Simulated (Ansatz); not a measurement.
## A series of single points on GaN

System: GaN (P6₃mc, 4 atoms in the cell).
Method: Kohn-Sham DFT of a periodic cell, rPW86-PBE, Ansatz PAW, no spin polarisation (Ansatz 0.2.0).

The 5 runs differ only in the geometry, by an even scaling of the cell at fixed fractional positions. The structure derives from an entry of the Crystallography Open Database.

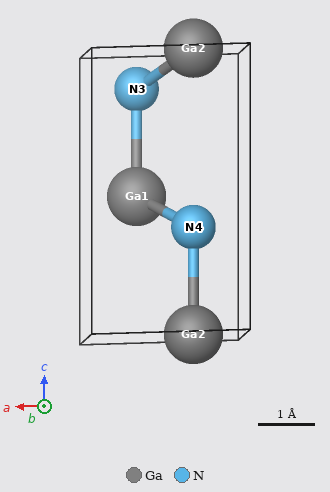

Figure 1. The structure of run 3 (ball-and-stick view of the cell of the calculation, seen at an oblique angle; atoms are numbered from 1 in the order of the input).

### Input of run 3
```yaml
crystal:
  lattice:
    - [3.2010602164, 0.0, 0.0]
    - [-1.6005301082, 2.7721994664, 0.0]
    - [0.0, 0.0, 5.2002129176]
  atoms:
    - { symbol: Ga, position: [0.6666666667, 0.3333333333, 0.5] }
    - { symbol: Ga, position: [0.3333333333, 0.6666666667, 0.0] }
    - { symbol: "N", position: [0.6666666667, 0.3333333333, 0.875] }
    - { symbol: "N", position: [0.3333333333, 0.6666666667, 0.375] }
hamiltonian:
  xc: { exchange: rpw86, correlation: pbe }
  pseudopotentials: { kind: paw }
kpoints:
  mp_grid: { grid: [10, 10, 5] }
scf:
  occupations: { method: fermi_dirac, width: 0.05 }
output:
  forces: true
  stress: true
  eigenvalues: true
```

Command:
```bash
ansatz run input.yaml --threads 2 --pin off --max-ram 5120MiB --backend cpu --events-out ev --progress --plain --runs-dir out
```

Run 2 differs from it as follows:
```diff
-    - [3.2010602164, 0.0, 0.0]
-    - [-1.6005301082, 2.7721994664, 0.0]
-    - [0.0, 0.0, 5.2002129176]
+    - [3.18, 0.0, 0.0]
+    - [-1.59, 2.753960784, 0.0]
+    - [0.0, 0.0, 5.166]
```

### Results, with one run withheld

```tsv
run	volume per atom (Å³)	free energy per atom, from the lowest run given (meV)	pressure (GPa)	gap on the mesh (eV)
1	10.858	81.20	22.73	2.26
2	11.310	?	?	?
3	11.537	15.34	9.07	1.83
4	11.763	5.20	5.37	1.70
5	11.989	0.00	2.03	1.56
```

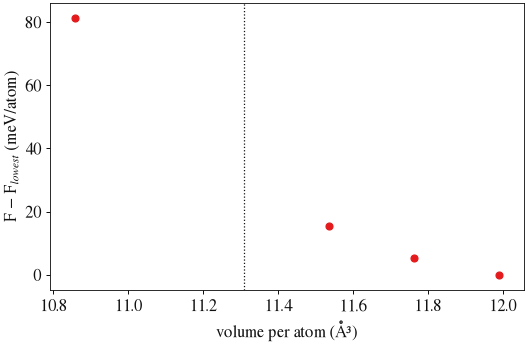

Figure 2. Free energy per atom of the runs given; the dotted line marks run 2.

Fit the runs given and predict run 2.

A quadratic polynomial in V^(−2/3) (the Birch–Murnaghan form), fitted to the 4 runs given, misses them by at most 0.02 meV per atom. With x = V^(−2/3) − 0.19601 Å⁻², it reads F = 16.131 + 5135.1 x + 3.8735e+05 x² (meV per atom). At run 2 it gives 31.10 meV per atom, and the run itself gives 30.97. The slope of the fit gives a pressure −dF/dV of 13.19 GPa there, and the run prints 13.16 GPa. The fit has no minimum inside this range. The gap on the mesh goes, without turning, from 2.26 eV in run 1 to 1.56 eV in run 5; run 2 has 1.97 eV. These are gaps of this functional on this mesh, which can miss the band edges; they aren't the measured gap.

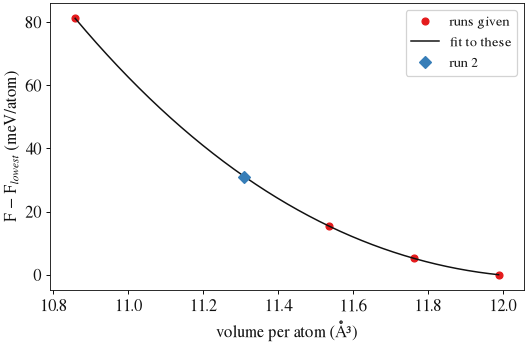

Figure 3. The fit and the withheld run.

### Output, shortened to warnings, some set-up lines, iterations and results (run 2)
```
Basis set: ecut = 420 eV, 881 PW (Γ), exchange–correlation on 48×48×72 points (8 copies of the dense FFT grid, shifted against one another)
Symmetry: 12 space group operations
k-points: 42 of 500 (time reversal used)
Initial density: superposition of atomic densities (neutral atoms: chi_scale 0, normalization atom), corrected by the library's trained network
[...]
SCF iter   1: F=—  HF=-8405.623053 eV  |F-HF|=—  |Δ(HF+E_count)|=         —  Δρ=1.66e-2  dr2=9.97e-2  ethr=1.77e-3  ⟨swp⟩=5.0  Hψ=3672  notcnv=0
SCF iter   2: F=—  HF=-8405.587851 eV  |F-HF|=—  |Δ(HF+E_count)|=   3.52e-2  Δρ=2.23e-3  dr2=2.74e-3  ethr=2.77e-4  ⟨swp⟩=2.0  Hψ=2089  notcnv=0
SCF iter   3: F=—  HF=-8405.586608 eV  |F-HF|=—  |Δ(HF+E_count)|=   1.24e-3  Δρ=1.55e-3  dr2=8.62e-4  ethr=7.62e-6  ⟨swp⟩=2.2  Hψ=1556  notcnv=0
SCF iter   4: F=—  HF=-8405.586429 eV  |F-HF|=—  |Δ(HF+E_count)|=   1.79e-4  Δρ=6.68e-4  dr2=2.44e-4  ethr=2.39e-6  ⟨swp⟩=2.0  Hψ=1500  notcnv=0
SCF iter   5: F=—  HF=-8405.586361 eV  |F-HF|=—  |Δ(HF+E_count)|=   6.76e-5  Δρ=1.11e-4  dr2=7.13e-6  ethr=6.78e-7  ⟨swp⟩=2.9  Hψ=1773  notcnv=0
SCF iter   6: F=—  HF=-8405.586291 eV  |F-HF|=—  |Δ(HF+E_count)|=   6.99e-5  Δρ=3.45e-5  dr2=3.01e-7  ethr=1.98e-8  ⟨swp⟩=2.0  Hψ=1673  notcnv=0
SCF iter   7: F=-8405.586292 eV  HF=-8405.586292 eV  |F-HF|=7.27e-9  |Δ(HF+E_count)|=   2.59e-7  Δρ=5.83e-6  dr2=8.57e-9  ethr=2.78e-10  ⟨swp⟩=5.0  Hψ=3878  notcnv=0
SCF 1 converged in 7 iterations: F = -8405.586292 eV  dr2 = 8.57e-9
SCF converged after 7 iterations
Free energy (F): -8405.586292 eV
Harris-Foulkes:  -8405.586292 eV  (|F-HF|=7.27e-9)
Internal energy: -8405.586292 eV  (E = F + TS)
E sigma→0 (E₀):  -8405.586292 eV
Fermi energy:    10.964234 eV
--- Per-component energies (eV) ---
  E_band       = -2.203968
  E_kinetic    = 497.952972
  E_local      = -3881.992710  (includes V_loc(G=0)·N_el)
  E_nonlocal   = 942.473335
  E_hartree    = 1793.194659
  E_xc         = -261.358687
  E_vxc        = -269.629671  (∫ρ·V_xc dr)
  E_paw        = -4310.104768  (= ΣΔE_a)
  E_vpaw       = -877.395401  (= ΣTr[D̂ρ^β])
  E_aug_tail   = 0.000022  (compensation charges beyond the density's cutoff)
  E_ewald      = -3183.826728
  E_core_change = -1.924387  (= ΣΔE_core)
  E_smearing   = -0.000000  (= −TS)
  E_closure    = -0.000000  (closes the sum)
  Σ components = -8405.586292   (vs F -8405.586292, Δ=0.00e0)
--- Forces (eV/Å), atoms counted from 1 ---
  atom   1  Ga    -0.00000000    -0.00000000    -0.13013163
  atom   2  Ga     0.00000000     0.00000000    -0.13013163
  atom   3  N     -0.00000000    -0.00000000     0.13008575
  atom   4  N      0.00000000     0.00000000     0.13008575
  max |Σ_I F_I| component: 9.18e-5 eV/Å
--- Stress (GPa, compression-positive) ---
       12.310057      -0.000000       0.000000
        0.000000      12.310057       0.000000
        0.000000       0.000000      14.866321
  P = ⅓ Tr σ = 13.1621 GPa (131.621 kbar)
```

Notes: Points of doubt noted for this run: forces on files of another functional.
